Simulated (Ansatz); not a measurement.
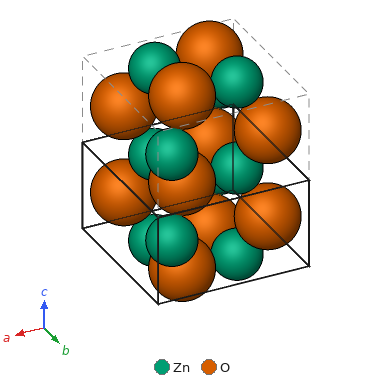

The figure gives a space-filling picture of the atoms, viewed from a general direction. A block of 1×1×2 cells is shown, with one conventional unit cell in solid outline.

ZnO, space group P4_2/mnm (No. 136), a = 5.51 Å, b = 5.51 Å, c = 3.25 Å, α = 90.00°, β = 90.00°, γ = 90.00°.

Method used: DFT, PBE0, plane waves, PAW (Ansatz). It ran with an energy cutoff of 420 eV, k-point mesh 4×4×4, no spin polarisation.

Does it come out as a metal, or with a gap?

An insulator at this level, with a gap of 3.23 eV, direct.

What is the computed pressure?

The computed pressure is 1.4 GPa (compressed: it would expand).

Starting structure: a structure listed in the Materials Project. Earlier steps of the study, as a rule a relaxation of our own, may have changed the cell and positions, so they can lie some per cent off the listed ones. It was run through Ansatz as a DFT input.
